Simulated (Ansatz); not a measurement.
Take the following structure.

```cif
data_structure
_symmetry_space_group_name_H-M 'P 1'
_symmetry_Int_Tables_number 1
_cell_length_a 4.4832
_cell_length_b 4.4832
_cell_length_c 3.3845
_cell_angle_alpha 90.000
_cell_angle_beta 90.000
_cell_angle_gamma 90.000
_cell_volume 68.03
loop_
_atom_site_label
_atom_site_type_symbol
_atom_site_fract_x
_atom_site_fract_y
_atom_site_fract_z
_atom_site_occupancy
Sn1 Sn 0.50000 0.50000 0.50000 1
Sn2 Sn 0.00000 0.00000 0.00000 1
O1 O 0.30928 0.30928 0.00000 1
O2 O 0.80928 0.19072 0.50000 1
O3 O 0.19072 0.80928 0.50000 1
O4 O 0.69072 0.69072 0.00000 1
```

**What crystal do these data define?**

Its composition is SnO2. The lattice is primitive tetragonal and the space group P4_2/mnm (No. 136). The cell has 6 atoms, namely 2 Sn, 4 O. The polyhedra are SnO6 octahedra; they share corners and edges. About every Sn there are six O in a distorted octahedral arrangement at 1.96 to 2.08 Å. O is coordinated by three Sn in a distorted trigonal planar arrangement at 1.96 to 2.08 Å. The bonds build a three-dimensional framework.

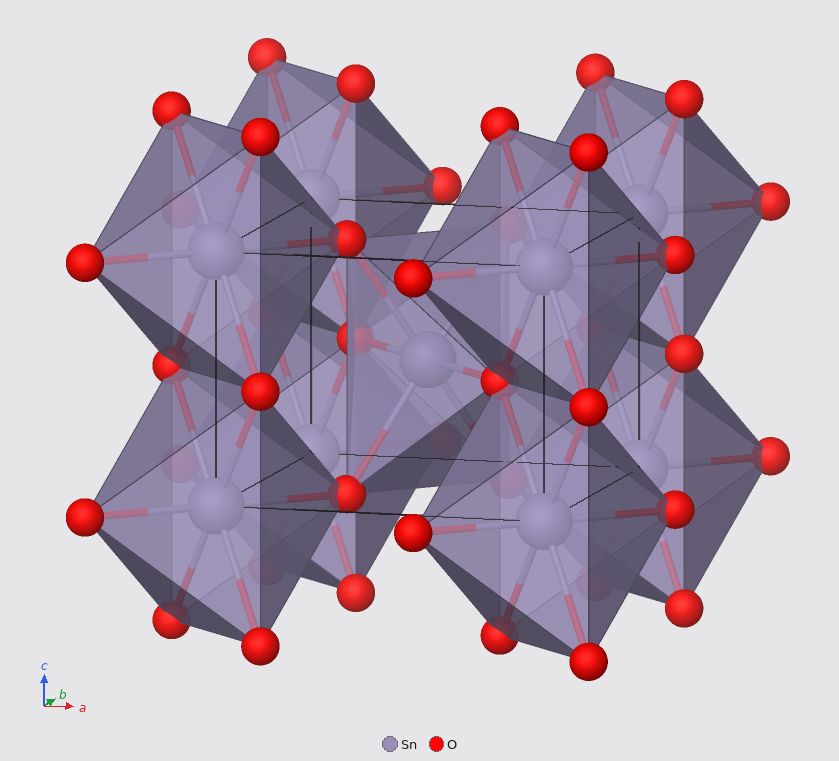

Crystal structure, polyhedral style, seen slightly off an axis. Thin lines show the conventional unit cell, with boundary atoms drawn in all their periodic places. A few atoms beyond the faces are included.

Its origin is a structure listed in the Materials Project. The cell was then strained or its atoms displaced on purpose. An electronic-structure calculation with Ansatz was run on it.

At this level of theory the cell isn't at rest (compressed, at 13 GPa), so its distances can differ from those at equilibrium, the more so the softer the solid.
